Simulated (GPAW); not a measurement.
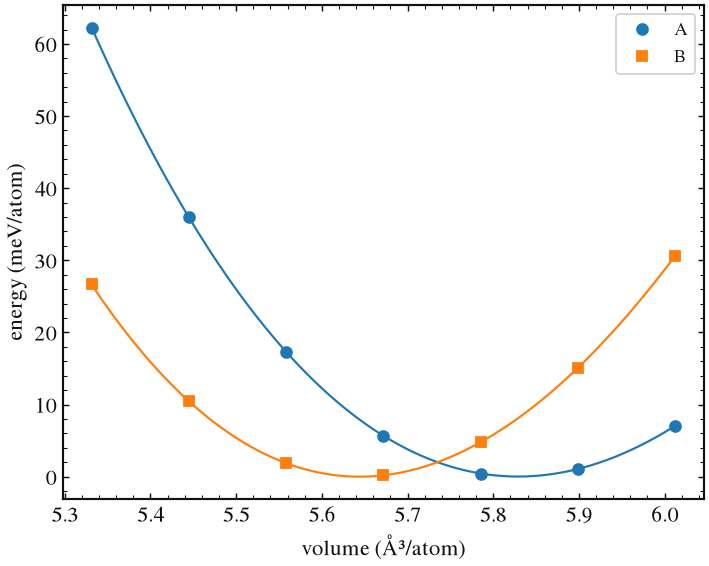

The figure compares two calculations of the energy against volume, each curve from its own zero. The first is for C, space group Fd-3m (No. 227).

The cell holds 2 atoms.

Calculation (GPAW 26.7.0): PAW DFT in plane waves, on a grid or in atomic orbitals, no spin polarisation; energies at scaled volumes of the given cell, shape and fractions fixed, counted from the fit's minimum, third-order Birch-Murnaghan fit. Level: vdW-DF.

| setting | value |
| --- | --- |
| k mesh | 10×10×10 |
| occupations | Fermi–Dirac |
| smearing width | 0.05 eV |
| potentials | GPAW PAW data sets (gpaw data 1.2.1) |
| wave cutoff | 800 eV |
| program settings | basis pw |

In the second, the level changes from vdW-DF to r2SCAN. The second calculation uses k mesh 13×13×13.

**Which of A and B is the second calculation, and what did the change do?**

B. The equilibrium volume falls from 5.83 to 5.64 Å³/atom (−3.3 %) and the bulk modulus rises from 410 to 451 GPa (+10 %).

For r2SCAN, limits of the calculation: the fit and the printed pressures don't fully agree, or the minimum lies near the end of the range.

V0 and the bulk modulus come from third-order Birch–Murnaghan fits.
